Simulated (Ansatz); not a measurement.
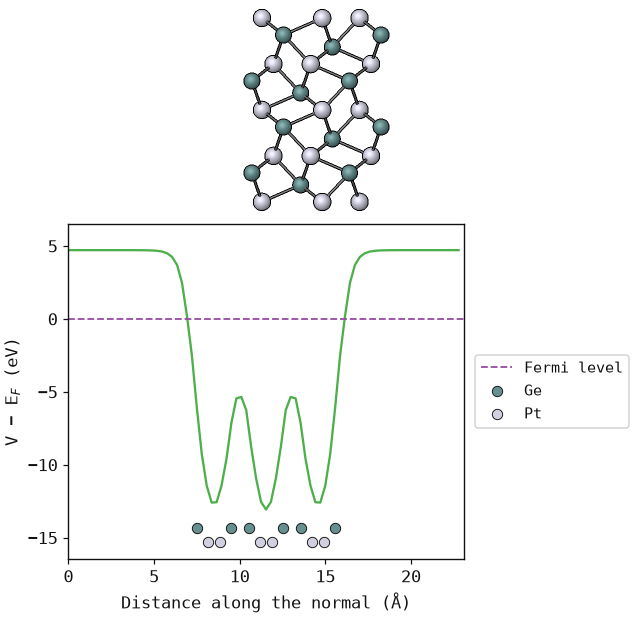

Plane-averaged electrostatic potential energy of an electron across the slab; circles at the bottom mark the heights of the atoms. The structure is drawn too. System: a (001) slab cut from GePt (Pnma), unrelaxed, ended by Ge planes, 12 atoms in the cell. Level of theory: DFT PBEsol, scalar-relativistic, plane waves, PAW, no spin polarisation, 9×6×1 k mesh, 420 eV cutoff, Gaussian smearing of 0.1 eV; code Ansatz.

The work function is 4.71 eV, the same on both faces. The two vacuum levels agree, so the slab has no net dipole along its normal. The outermost atoms are 8.1 Å apart, which leaves 15.0 Å of vacuum in a cell 23.1 Å high.

The atoms aren't at rest in this cell (largest force 1.3 eV/Å), so the relaxed material can differ. Spin-orbit coupling is left out, which matters for Pt.
